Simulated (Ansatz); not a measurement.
```xyz
4
Lattice="3.0594 0.0000 0.0000 -1.5297 2.6495 0.0000 0.0000 0.0000 5.0208" Properties=species:S:1:pos:R:3 pbc="T T T"
Si    1.5297    0.8832    2.5337
Si    0.0000    1.7663    0.0233
C     1.5297    0.8832    4.4201
C     0.0000    1.7663    1.9097
```

Space group P6₃mc.

Method: Kohn-Sham DFT of a periodic cell, revPBE with D3(BJ), Ansatz PAW in Ansatz 0.2.0.

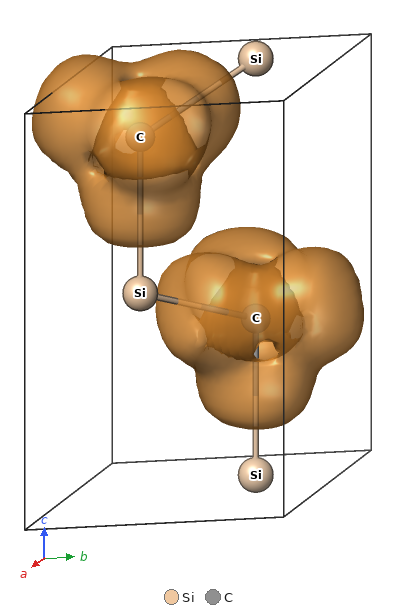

SiC. Isosurface of the ELF at 0.7 (orange), seen slightly off an axis. Core shells and regions of very low density are left out. Sticks mark near contacts.

In a PAW calculation such maps are meaningful between the atoms, not at the nuclei.

### Where are the electrons localised?

The ELF exceeds this value in two regions on C in which the atom's valence shell and bonds are merged, counted in one cell of 4 atoms. Any copies at cell faces, edges or corners count once. Profiles from the grid: Si–C (1.87 Å): the ELF peaks at about 0.95 between the atoms: a shared electron pair.

### Does the calculation make it a metal, or give it a gap?

It is gapped, with a Kohn–Sham gap of 2.4 eV on the k-point mesh, an upper bound to the gap of this method.
